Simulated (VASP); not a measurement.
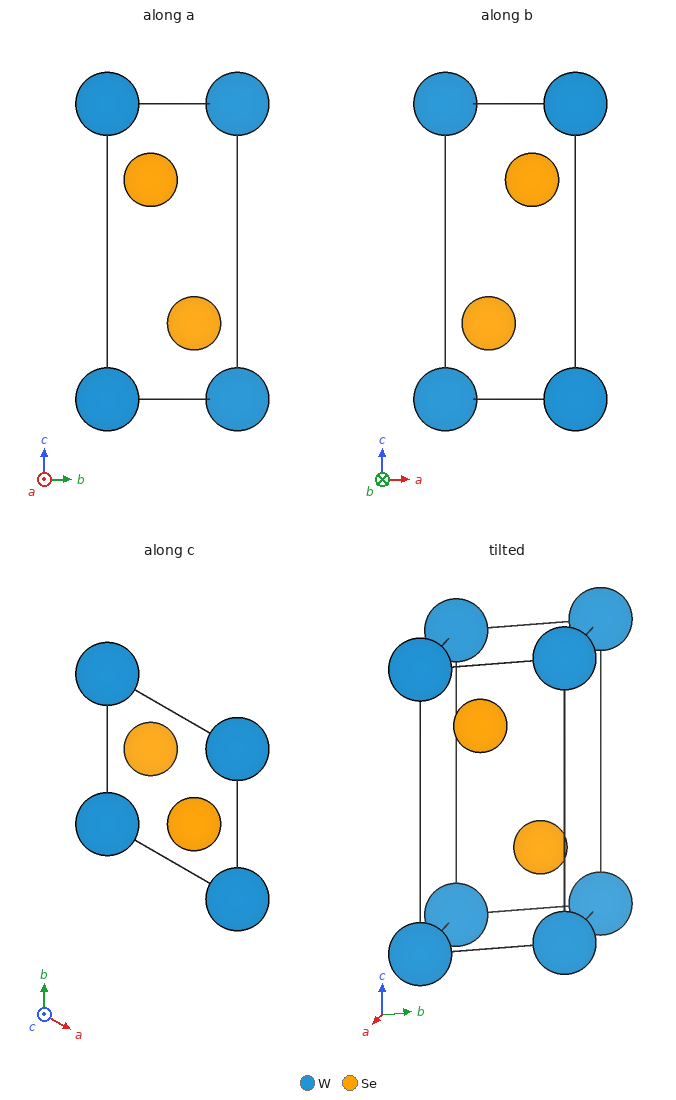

The image is a spheres-only drawing of a crystal, viewed along the a axis, along the b axis, along the c axis and slightly off an axis. The lines enclose the conventional unit cell; boundary atoms appear with their images.

Lattice parameters: a = 3.3153 Å, b = 3.3153 Å, c = 6.5192 Å, α = 90.000°, β = 90.000°, γ = 120.000°.

From the views, write a CIF in P1 with every atom of the cell, with free fractional coordinates to two decimals.

```cif
data_structure
_symmetry_space_group_name_H-M 'P 1'
_symmetry_Int_Tables_number 1
_cell_length_a 3.3153
_cell_length_b 3.3153
_cell_length_c 6.5192
_cell_angle_alpha 90.000
_cell_angle_beta 90.000
_cell_angle_gamma 120.000
_cell_volume 62.06
loop_
_atom_site_label
_atom_site_type_symbol
_atom_site_fract_x
_atom_site_fract_y
_atom_site_fract_z
_atom_site_occupancy
W1 W 0.00 0.00 0.00 1
Se1 Se 0.3333 0.6667 0.26 1
Se2 Se 0.6667 0.3333 0.74 1
```

It goes back to a structure type filled with these elements by a generator (whether the compound takes this form wasn't checked). Earlier steps of the study may have refined or changed the cell and positions. VASP was used for an electronic-structure calculation on it.
